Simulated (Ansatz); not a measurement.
Consider AlNi.

```
CELL_PARAMETERS angstrom
2.04263 -2.04260 0.00000
2.04263 2.04260 0.00000
0.00000 0.00000 2.90044
ATOMIC_POSITIONS crystal
Al 0.96538 0.00000 0.97242
Ni 0.51591 0.50000 0.51268
```

Space group Pm; a structure from a database of computed crystals, not necessarily the ambient phase; not relaxed (largest force 1.1 eV/Å); computed pressure about 2 GPa in this cell; computed without spin polarisation; PAW files of the earlier set (soft_1).

The calculation used DFT PBE, scalar-relativistic, plane waves, PAW in Ansatz 0.2.0.

What can the converged valence pseudo-density and electron localisation function tell about the bonding?

Answer. Al–Ni (2.36 Å): the density is about 0.37 e/Å³ at the midpoint; the ELF is about 0.40 at the midpoint.
Al–Ni (2.50 Å): ρ at the midpoint is about 0.3 e/Å³; the ELF is about 0.40 at the midpoint.

Does the calculation give a band gap?

Answer. It is gapless in this calculation (a metal or semimetal).

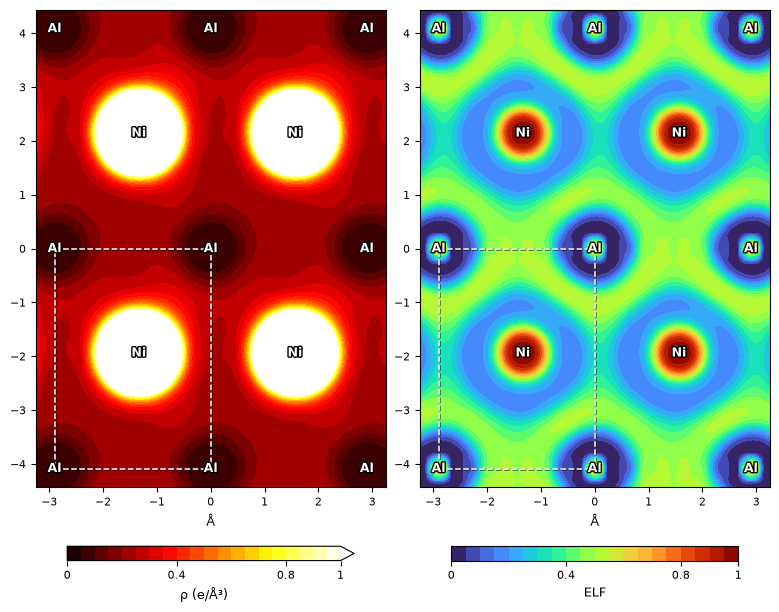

Computed valence pseudo-density and electron localisation function on the (11̄0) plane of the conventional cell, in this order. 

The density is the valence pseudo-density of a PAW calculation; it isn't the true density close to the nuclei.
